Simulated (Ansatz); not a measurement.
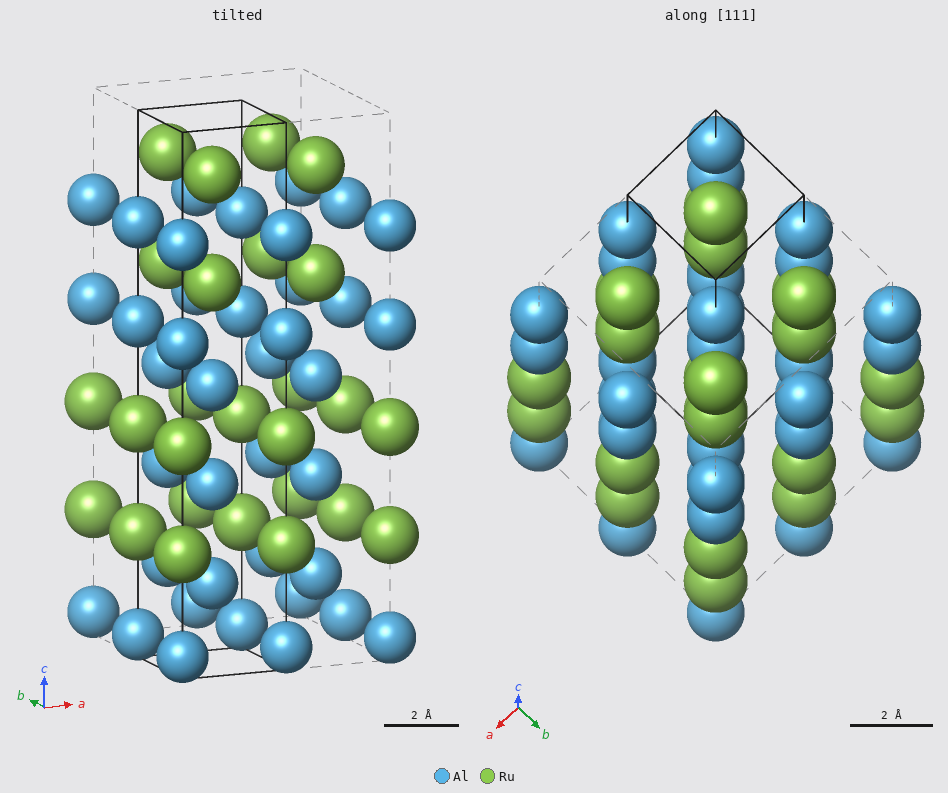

Spheres-only representation of a periodic structure, projected slightly off an axis and along [111]. One conventional unit cell is drawn solid; the view covers 2×2×1 cells. Cell: a = 3.073 Å, b = 3.073 Å, c = 15.252 Å, α = 90.00°, β = 90.00°, γ = 90.00°.

What is this?

- The structure is one of Al₃Ru₂.
- The atoms follow space group P4mm (No. 99); the Bravais lattice is primitive tetragonal.
- Counting shared atoms by their share gives 6 Al, 4 Ru, or 10 atoms.

Provenance: a structure listed in the Materials Project. The cell was then strained or its atoms displaced on purpose. It was the input of a calculation with Ansatz.

At this level of theory the cell isn't at rest (stretched, at -6 GPa and forces up to 2.6 eV/Å), so its distances can differ from those at equilibrium, the more so the softer the solid.
